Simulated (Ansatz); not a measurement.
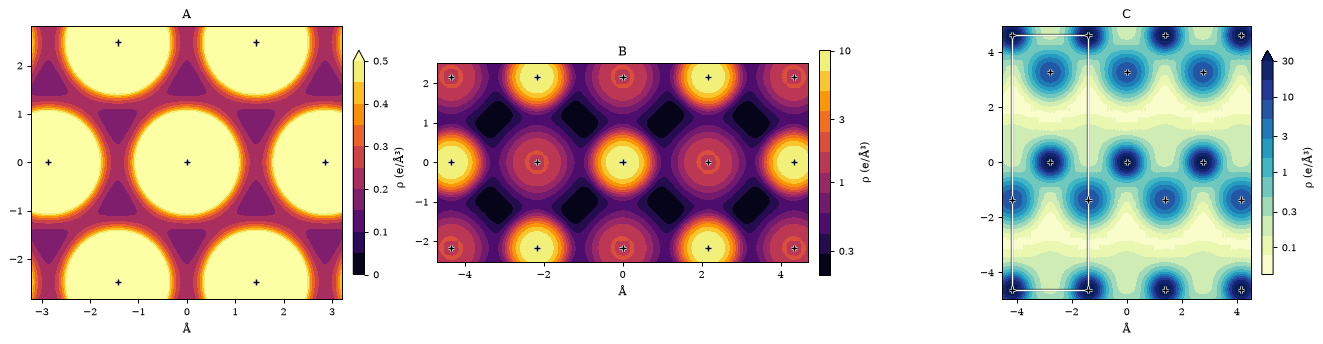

The valence pseudo-density of 3 systems, each on a plane through atoms (crosses mark nuclei in the plane).

These are results of DFT r2SCAN, scalar-relativistic, plane waves, PAW in Ansatz, not measurements.

System 1: TiC, the (010) plane of the conventional cell. Space group Fm-3m; a structure from a database of computed crystals, not necessarily the ambient phase; computed without spin polarisation.

```cif
data_structure
_symmetry_space_group_name_H-M 'P 1'
_symmetry_Int_Tables_number 1
_cell_length_a 4.3390
_cell_length_b 4.3390
_cell_length_c 4.3390
_cell_angle_alpha 90.000
_cell_angle_beta 90.000
_cell_angle_gamma 90.000
_cell_volume 81.69
loop_
_atom_site_label
_atom_site_type_symbol
_atom_site_fract_x
_atom_site_fract_y
_atom_site_fract_z
_atom_site_occupancy
Ti1 Ti 0.00000 0.00000 0.00000 1
Ti2 Ti 0.50000 0.50000 0.00000 1
Ti3 Ti 0.50000 0.00000 0.50000 1
Ti4 Ti 0.00000 0.50000 0.50000 1
C1 C 0.50000 0.00000 0.00000 1
C2 C 0.00000 0.50000 0.00000 1
C3 C 0.00000 0.00000 0.50000 1
C4 C 0.50000 0.50000 0.50000 1
```

System 2: Ag, the (111) plane of the conventional cell. Space group Fm-3m; a structure from a database of computed crystals, not necessarily the ambient phase; computed pressure about 5 GPa in this cell; computed without spin polarisation.

System 3: Ga2O3, the (001) plane of the conventional cell. Space group Cmcm; a structure from a database of computed crystals, not necessarily the ambient phase.

Question: Which map belongs to which system?

Answer: Panel A is system 2, Ag: the plane holds Ag. Ag–Ag (2.86 Å): ρ is about 0.22 e/Å³ halfway. Panel B is system 1, TiC: the plane holds Ti and C. Ti–C (2.17 Å): the density is about 0.51 e/Å³ at the midpoint. Panel C is system 3, Ga2O3: the plane holds Ga and O. Ga–O (1.94 Å): the density is about 0.69 e/Å³ at the midpoint.
